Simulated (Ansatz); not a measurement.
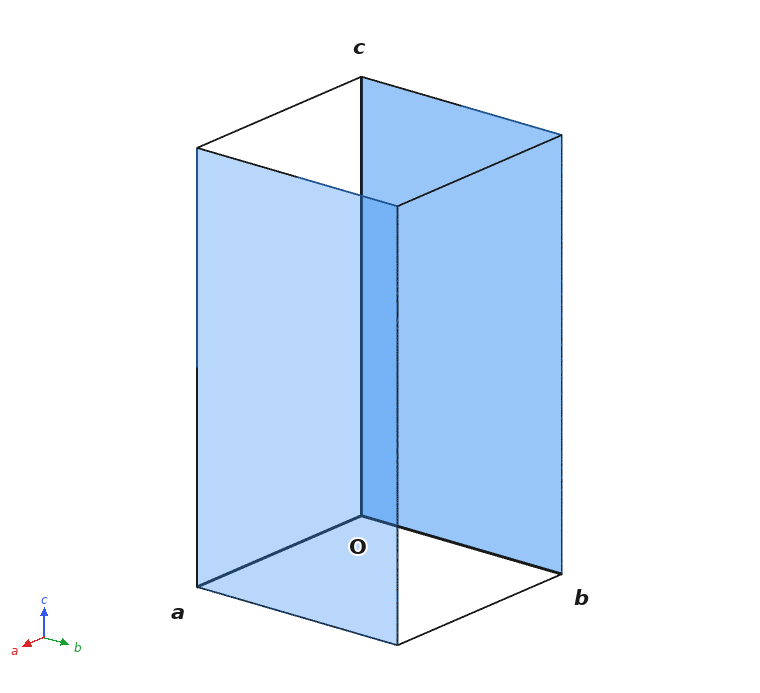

For LiH, the end point of a relaxation with DFT PBE, scalar-relativistic, plane waves, PAW in Ansatz; the starting structure was generated, so it need not be a known form of this composition: every member of one family of equally spaced planes, hx + ky + lz = a whole number, that cuts the unit cell is shaded (one member passes through the origin O). Symmetry computed with spglib at a tolerance of 0.002 Å; standard conventional cell.

a = 2.834 Å, b = 2.834 Å, c = 5.136 Å, α = 90.00°, β = 90.00°, γ = 90.00°.

Which (hkl) family is drawn?

Answer. (1 0 0); the opposite sign names the same planes. The member next to the origin meets the axes a at 1, b never, c never.

What is the spacing?

Answer. d = 2.834 Å.

The space group is No. 131, P4_2/mmc. How many reflections hkl are equivalent to this one (itself included), and does it occur?

Answer. 4 reflections are equivalent in the Laue class 4/mmm. The space group allows the reflection.
